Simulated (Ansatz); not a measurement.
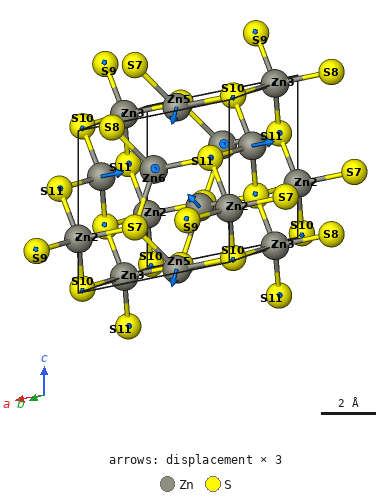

This is a relaxation of a defect cell of composition Zn$_{6}$S$_{5}$. The starting structure is drawn; blue arrows show the displacements, 3 times their true length.

The picture is a ball-and-stick view of the cell of the calculation, seen from a free direction.

Case: S vacancy (site b), charge +0, atoms relaxed at the host's cell.

Computed with Ansatz 0.2.0, DFT PBE, scalar-relativistic, plane waves, PAW.

The input:
```yaml
crystal:
  lattice:
    - [0.0, 0.0, -6.3046430411]
    - [-5.7661004008, -3.3290596185, 0.0]
    - [1.0e-10, 6.6581192371, 0.0]
  atoms:
    - { symbol: Zn, position: [0.9997333264, 0.6666666667, 0.6666666667] }
    - { symbol: Zn, position: [0.9997333264, 1.0, 0.3333333333] }
    - { symbol: Zn, position: [0.9997333264, 0.3333333333, 1.0] }
    - { symbol: Zn, position: [0.4997333264, 0.3333333333, 0.3333333333] }
    - { symbol: Zn, position: [0.4997333264, 0.6666666667, 1.0] }
    - { symbol: Zn, position: [0.4997333264, 1.0, 0.6666666667] }
    - { symbol: S, position: [0.6252666736, 1.0, 0.3333333333] }
    - { symbol: S, position: [0.6252666736, 0.3333333333, 1.0] }
    - { symbol: S, position: [0.1252666736, 0.3333333333, 0.3333333333] }
    - { symbol: S, position: [0.1252666736, 0.6666666667, 1.0] }
    - { symbol: S, position: [0.1252666736, 1.0, 0.6666666667] }
  host:
    lattice:
      - [3.8440669338, 0.0, 0.0]
      - [-1.9220334669, 3.3290596186, 0.0]
      - [0.0, 0.0, 6.3046430411]
    atoms:
      - { symbol: Zn, position: [0.3333333333, 0.6666666667, 0.0002666736] }
      - { symbol: Zn, position: [0.6666666667, 0.3333333333, 0.5002666736] }
      - { symbol: S, position: [0.3333333333, 0.6666666667, 0.3747333264] }
      - { symbol: S, position: [0.6666666667, 0.3333333333, 0.8747333264] }
basis:
  ecutwfc: 420
  xc_grid: 2
kpoints:
  mp_grid: { grid: [2, 2, 2], shift: [0.0, 0.0, 0.0] }
hamiltonian:
  xc: pbe
scf:
  occupations: { method: gaussian, width: 0.01 }
output:
  forces: true
  stress: false
  eigenvalues: true
  charged_corrections:
    defect_position: [0.62526667, 0.66666667, 0.66666667]
    epsilon: [[9.0014, 0.0, 0.0], [0.0, 9.0014, 0.0], [0.0, 0.0, 9.607]]
relax:
  adjacent_minimum: "off"
  f_tol: 0.025
  max_steps: 45
```

Command:
```bash
ansatz run input.yaml --threads 4 --pin off --max-ram 10240MiB --backend cpu --events-out ev --progress --plain --runs-dir out
```

Which element moves most?

Answer. Zinc: up to 0.32 Å, against 0.07 Å for sulfur.

Describe the change and its energy.

Answer. The energy falls by 0.297 eV per cell of the calculation in 4 geometry steps. The largest force component goes from 0.52 to 0.018 eV/Å. The atom that moves furthest is Zn1 (0.32 Å along −a). Largest moves by element: Zn 0.32 Å, S 0.07 Å. The lattice vectors keep their values. Near-neighbour distances that change, for instance: Zn4–S7 2.356 → 2.455 Å, Zn4–S9 2.361 → 2.435 Å, Zn1–S10 2.356 → 2.417 Å, Zn2–S7 2.361 → 2.400 Å. Bond angles that change, for instance: S9–Zn1–S10 109.3° → 100.5°, S7–Zn5–S8 109.3° → 103.1°, S7–Zn5–S10 109.6° → 105.1°. Cost: 6.1 s on 4 threads of Arm Neoverse V1, on a shared host, peak memory 0.58 GiB.

Limits of the set-up: the periodic images lie only 6.3 Å apart, so the values are limited by the cell's size.
